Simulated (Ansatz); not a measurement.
System: Cu.

```
Cu
1.0
     2.53410    0.00000    0.00000
    -1.26705    2.19459    0.00000
     0.00000    0.00000    3.90694
Cu
2
Direct
  0.33333 0.66667 0.25000
  0.66667 0.33333 0.75000
```

Space group P6₃/mmc; a structure from a database of computed crystals, not necessarily the ambient phase; changed on purpose from its base cell (strain +0.000 along x and y, -0.050 along z, atoms carried along); computed pressure about 10 GPa in this cell; computed without spin polarisation.

Computed with DFT r2SCAN, scalar-relativistic, plane waves, PAW in Ansatz 0.2.0.

Question: What will maps of the valence pseudo-density and electron localisation function show?

Answer: Cu–Cu (2.53 Å): ρ at the midpoint is about 0.31 e/Å³; the ELF is about 0.20 at the midpoint: no localised pair shows between them.

Question: Does the calculation give a band gap?

Answer: It is gapless in this calculation (a metal or semimetal).

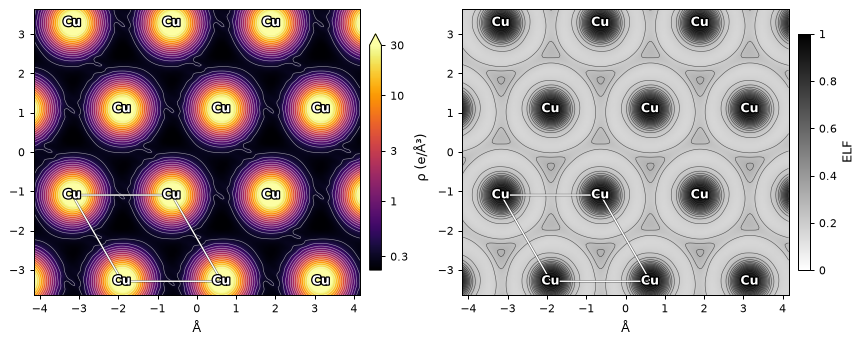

Computed valence pseudo-density and electron localisation function on the (001) plane of the conventional cell, in this order. 

The density is the valence pseudo-density of a PAW calculation; it isn't the true density close to the nuclei.
